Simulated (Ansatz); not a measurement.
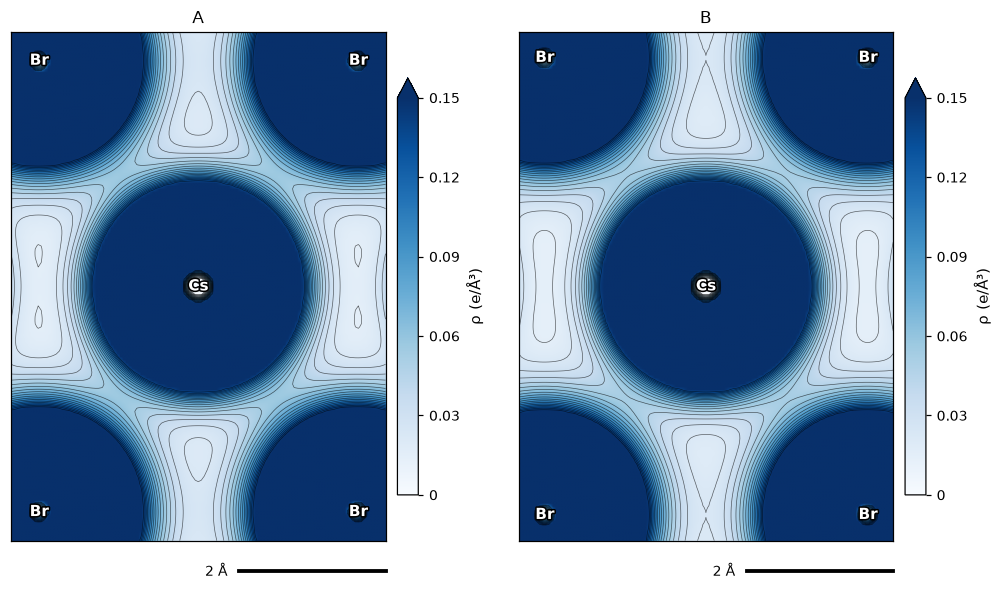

CsBr. The valence electron density of two cells that differ in size, on the (110) plane of each (indices in the axes of the calculation cell), at one length scale and on one colour scale; one has 41.3 and the other 42.9 Å³ an atom.

The calculation used Ansatz, Kohn-Sham DFT of a periodic cell, PBE, Ansatz PAW.

Core electrons are frozen (PAW), and the valence fields are smoothed inside the atomic spheres.

Q: Which is the denser cell? Describe the effect of the change.

A: Panel A is the smaller cell, by 4 % in volume. From the larger cell to the smaller, Cs–Br goes from 3.82 to 3.77 Å, and the density at its midpoint from 0.05 to 0.06 e/Å³; the pressure goes from −0.2 to 0.3 GPa; the Kohn–Sham gap goes from 4.2 eV to 4.3 eV.
